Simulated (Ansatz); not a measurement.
Zr12H: several calculations on one system

## 1. Relaxation

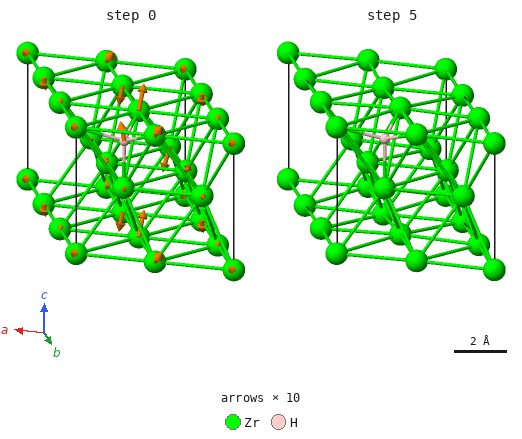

The structure of a defect cell of composition Zr12H before (left) and after (right) a relaxation, at one scale. The orange arrows give the displacements, magnified 10 times.

A ball-and-stick model of the cell of the calculation, seen from a free direction.

It is an interstitial H in hcp Zr. The run prepares an end point of a later path (interstitial hop) calculation, from a guessed geometry.

These are results of Ansatz 0.2.0, DFT PBE, scalar-relativistic, plane waves, PAW, not measurements. Settings: plane-wave cutoff 420 eV; k-point mesh 3 × 2 × 3; occupations gaussian; smearing width 0.05 eV; no spin polarisation; atoms relaxed in a fixed cell; force threshold 0.03 eV/Å; at most 60 steps.

Summarise the run.

After 3 accepted moves (5 points after the start) the energy has fallen by 99.9 meV per cell of the calculation. Largest force component: 1.1 eV/Å at the start, 0.027 eV/Å at the end. The line search rejected the trial steps at points 1, 4 of the run. The atom that moves furthest is a Zr atom (0.11 Å along [−1 −1 3]). By element the largest moves are Zr 0.11 Å, H 0.08 Å. The cell stays as it was. Some distances before and after: Zr–Zr 3.177 → 3.300 Å, H–Zr 1.910 → 2.005 Å, Zr–Zr 3.177 → 3.083 Å, Zr–Zr 3.230 → 3.322 Å. Bond angles that change, for instance: Zr–H–Zr 108.5° → 110.8°, Zr–H–Zr 110.4° → 108.4°. The run took 19 s on 4 threads of Intel(R) Xeon(R) Platinum 8488C (Sapphire Rapids) (shared host), peak memory 0.9 GiB.

Limits of the set-up: the k-point mesh is coarse for a cell with partly filled bands; the periodic images lie only 5.1 Å apart, so the values are limited by the cell's size.

## 2. Relaxation

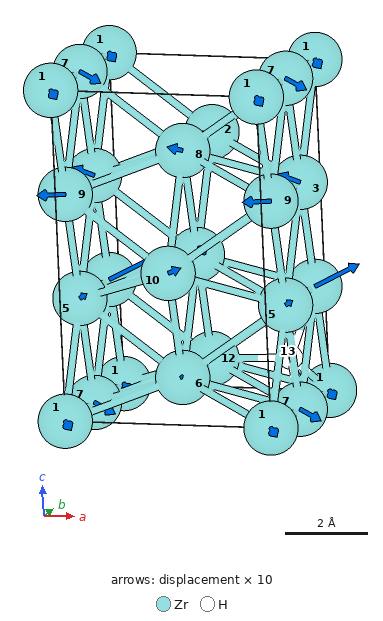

A relaxation of a defect cell of composition Zr$_{12}$H. The starting structure is drawn; blue arrows show the displacements, 10 times their true length.

Style: ball-and-stick. Shown: the cell of the calculation, reduced to other axes, slightly off an axis. Lengths and directions refer to the drawn axes.

It is an interstitial H in hcp Zr. The run prepares an end point of a later path (interstitial hop) calculation, from a guessed geometry.

The calculation used DFT PBE, scalar-relativistic, plane waves, PAW (Ansatz). Settings: plane-wave cutoff 420 eV; k-point mesh 3 × 2 × 3; occupations gaussian; smearing width 0.05 eV; no spin polarisation; atoms relaxed in a fixed cell; force threshold 0.03 eV/Å; at most 60 steps.

What happened in the run?

Answer. The atom that moves furthest is a Zr atom (0.13 Å along [3 0 1]). By element the largest moves are Zr 0.13 Å, H 0.10 Å. The lattice vectors keep their values. Near-neighbour distances that change, for instance: H–Zr 1.888 → 2.021 Å, Zr–Zr 3.177 → 3.311 Å, Zr–Zr 3.177 → 3.076 Å, Zr–Zr 3.177 → 3.271 Å. Among the angles between lasting bonds that change: Zr–H–Zr 104.8° → 108.3°, Zr–H–Zr 114.3° → 111.1°, Zr–H–Zr 107.3° → 109.7°. Over 4 accepted moves (6 points after the start) the energy falls by 0.118 eV per cell of the calculation. Largest force component: 0.9 eV/Å at the start, 0.017 eV/Å at the end. The line search rejected the trial steps at points 1, 3 of the run. Cost: 28 s on 4 threads of Intel(R) Xeon(R) Platinum 8488C (Sapphire Rapids), with other jobs on the host, peak memory 1 GiB.

Limits of the set-up: the k-point mesh is coarse for a cell with partly filled bands; the periodic images lie only 5.1 Å apart, so the values are limited by the cell's size.

## 3. Path

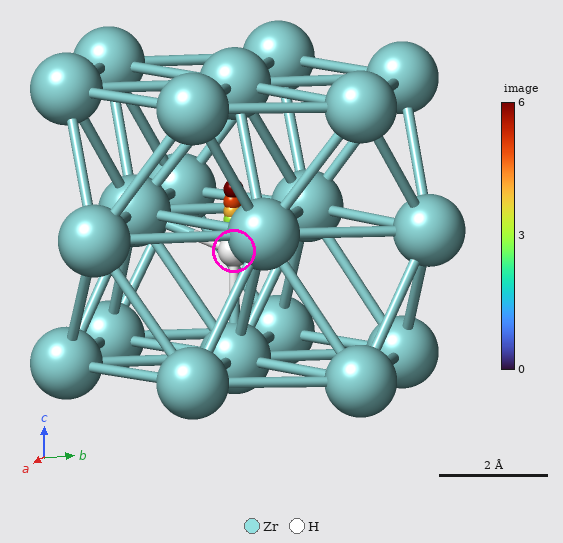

A search for the minimum-energy path of Zr with an interstitial H (13 atoms in the cell) by the nudged elastic band. Images are numbered from 0 (start) to 6 (end). The start is drawn whole; smaller spheres mark the moving atoms (H) in the later images, joined by lines and coloured by the number of the image. A ball-and-stick model of the atoms within 4.8 Å of the middle of the path, seen slightly off an axis. The moving atom is ringed, with any periodic copies. Bonds to atoms that aren't drawn are left out.

The calculation used Ansatz 0.2.0, DFT PBE, scalar-relativistic, plane waves, PAW.

Input file:
```yaml
crystal:
  lattice:
    - [6.46, 0.0, 0.0]
    - [-4.845, 8.391786, 0.0]
    - [0.0, 0.0, 5.14539]
  atoms:
    - { symbol: Zr, position: [0.004489, 0.00383915, 0.00270397] }
    - { symbol: Zr, position: [0.17223417, 0.22548574, 0.48050531] }
    - { symbol: Zr, position: [-0.00175593, 0.33157606, -0.01089436] }
    - { symbol: Zr, position: [0.16281044, 0.55234024, 0.50413182] }
    - { symbol: Zr, position: [-0.00095942, 0.66623037, 0.00345101] }
    - { symbol: Zr, position: [0.16575819, 0.89031854, 0.49877133] }
    - { symbol: Zr, position: [0.49673979, 0.0036205, 0.00997817] }
    - { symbol: Zr, position: [0.66681508, 0.2219635, 0.49146374] }
    - { symbol: Zr, position: [0.50292749, 0.33485917, -0.0151295] }
    - { symbol: Zr, position: [0.66865914, 0.55466331, 0.50435786] }
    - { symbol: Zr, position: [0.49469254, 0.66017041, 0.01879115] }
    - { symbol: Zr, position: [0.66501028, 0.88858711, 0.49662836] }
    - { symbol: H, position: [0.66247875, 0.88673211, 0.88637734] }
basis:
  ecutwfc: 420.0
kpoints:
  mp_grid: { grid: [3, 2, 3] }
hamiltonian:
  xc: pbe
scf:
  occupations: { method: gaussian, width: 0.05 }
  lower_state_search: "off"
neb:
  images: 5
  f_tol: 0.05
  initial_path: linear
  max_iterations: 80
  spring: { min: 2.0, max: 10.0 }
  final_atoms:
    - { symbol: Zr, position: [0.00656006, 0.00329423, -0.00196505] }
    - { symbol: Zr, position: [0.1734367, 0.22500364, 0.52100747] }
    - { symbol: Zr, position: [-0.0008041, 0.33109513, 0.01155902] }
    - { symbol: Zr, position: [0.16226433, 0.55221585, 0.49427268] }
    - { symbol: Zr, position: [-0.00124814, 0.66507482, -0.00375825] }
    - { symbol: Zr, position: [0.16580268, 0.88849899, 0.50161144] }
    - { symbol: Zr, position: [0.4981228, 0.00287612, -0.01168362] }
    - { symbol: Zr, position: [0.66623268, 0.22132712, 0.50820689] }
    - { symbol: Zr, position: [0.50360707, 0.33432442, 0.01515266] }
    - { symbol: Zr, position: [0.66826289, 0.55410029, 0.49422556] }
    - { symbol: Zr, position: [0.49476345, 0.65956124, -0.02191378] }
    - { symbol: Zr, position: [0.66749602, 0.88901421, 0.50153825] }
    - { symbol: H, position: [0.66380495, 0.88608904, 1.11159033] }
  order_check: true
```

Launched with:
```bash
ansatz run input.yaml --threads 4 --pin off --max-ram 10240MiB --backend cpu --events-out ev --progress --plain --runs-dir out
```

Question: Describe the path and its energy.

Answer: The H atom travels furthest, 1.16 Å from end to end, along +c, on a straight line. At the highest image its nearest neighbour (Zr) is 1.95 Å away, against 2.01 Å at the start, and the surrounding atoms stand up to 0.10 Å off the mean of their end positions. The two ends have nearly the same energy, and the highest point, image 3, lies 0.188 eV above the start. The band converged in 8 iterations. The largest component of the band force went from 0.66 to 0.04 eV/Å. The climbing image converged on the top of the path. A check of its curvatures didn't confirm a first-order saddle.

Limits of the set-up: the k-point mesh is coarse for a cell with partly filled bands; the periodic images lie only 5.1 Å apart, so the values are limited by the cell's size.
